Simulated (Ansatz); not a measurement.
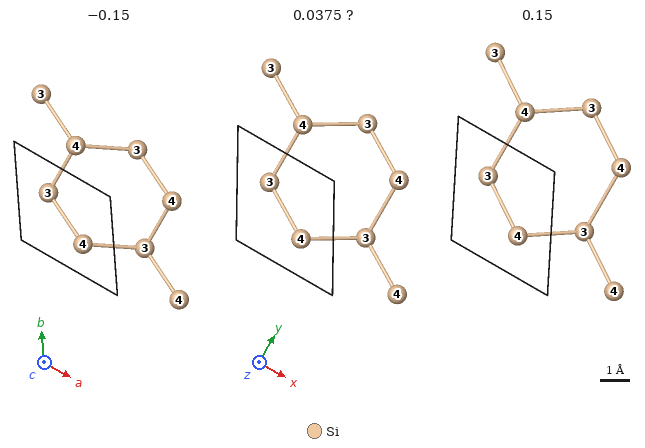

A crystal of Si (P6_3/mmc): the cell is strained along y alone, with the atoms kept at their fractional coordinates. x, y and z are the Cartesian axes of the input. The picture is a ball-and-stick view of the cell of the calculation, repeated 2 × 2 × 1 with one cell outlined, seen along the c axis.

The calculation used DFT LDA, scalar-relativistic, plane waves, PAW in Ansatz. (plane-wave cutoff 420 eV; k-point mesh 12 × 12 × 6; occupations gaussian; smearing width 0.03 eV; no spin polarisation). Energies (free energies at the smearing named) are counted from the cell as listed in its source, which wasn't relaxed.

```tsv
strain	ΔE (meV/atom)
−0.1500	383
−0.0750	68
0.0000	0
0.0375	?
0.1125	156
0.1500	244
```

Q: Fill in the missing row.

A: A straight line between the two neighbours gives 52 meV/atom. A cubic through the four nearest rows (−0.0750, 0.0000, 0.1125, 0.1500) gives, with Lagrange weights, (−0.1000)(68) + (0.7500)(0) + (0.6000)(156) + (−0.2500)(244) = 26 meV/atom. The calculation gives 27 meV/atom, so the cubic is 1 meV/atom too low and the straight line 25 meV/atom too high, as the curve bends upwards here.

The whole profile:

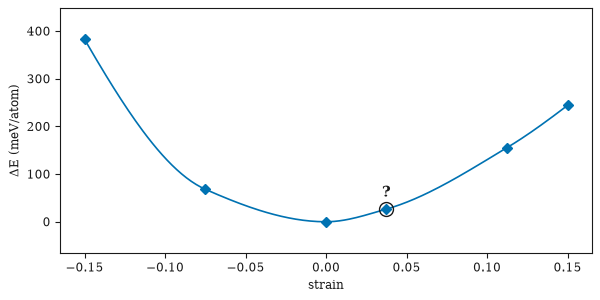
